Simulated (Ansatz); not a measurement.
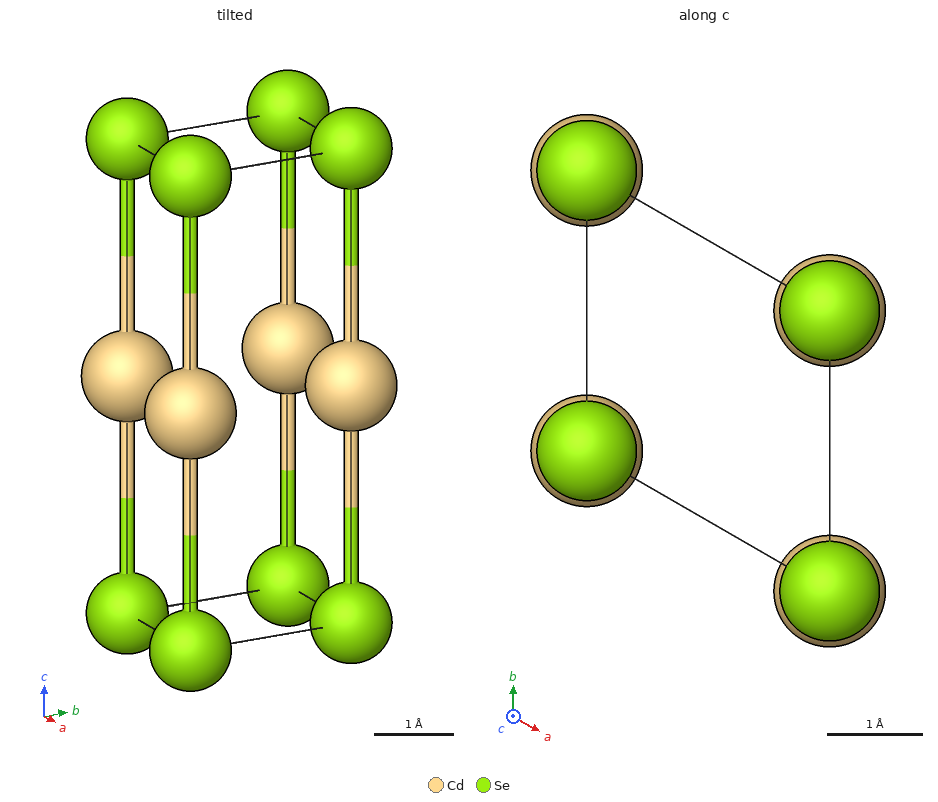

Ball-and-stick representation of a periodic structure, projected slightly off an axis and along the c axis. Thin lines show the conventional unit cell, with boundary atoms drawn in all their periodic places. Cell: a = 2.95 Å, b = 2.95 Å, c = 6.15 Å, α = 90.00°, β = 90.00°, γ = 120.00°.

The model was built from a random cell made by a generator, so it need not be a real form of the compound. Earlier steps of the study may have refined or changed the cell and positions. It was run through Ansatz as a DFT input.

> What is this?

The solid is CdSe. The symmetry is that of P6/mmm (No. 191), on a primitive hexagonal lattice. The cell comprises 1 formula unit: 1 Cd, 1 Se. About every Se there are two Cd in a linear arrangement at about 3.1 Å. Not all metal-metal contacts are counted. The bonds build CdSe chains along [001].

Results below were computed with DFT PBE, scalar-relativistic, plane waves, PAW (Ansatz); the settings were 420 eV cutoff, a 24×24×10 grid in reciprocal space, Gaussian smearing of 0.1 eV, no spin polarisation.

> What does the calculation say: metal or gapped?

A metal: bands cross the Fermi level.

> What are the atomic charges by Bader's partition?

Cd +0.20 e; Se -0.20 e.

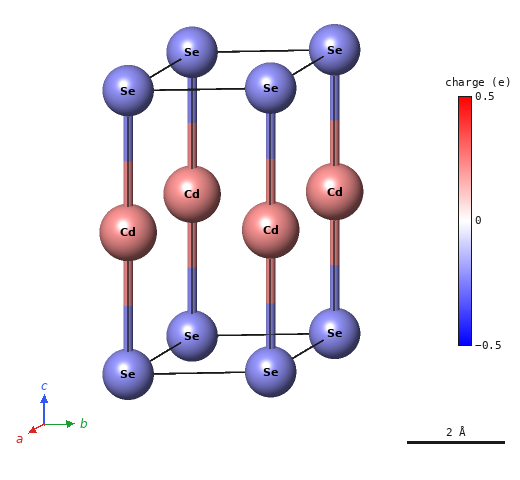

The atoms coloured by those charges. The run's cell of 2 atoms is drawn.

> Is the structure in equilibrium?

Yes. All forces vanish to within 0.01 eV/Å. The pressure is 0.0 GPa, close to zero.
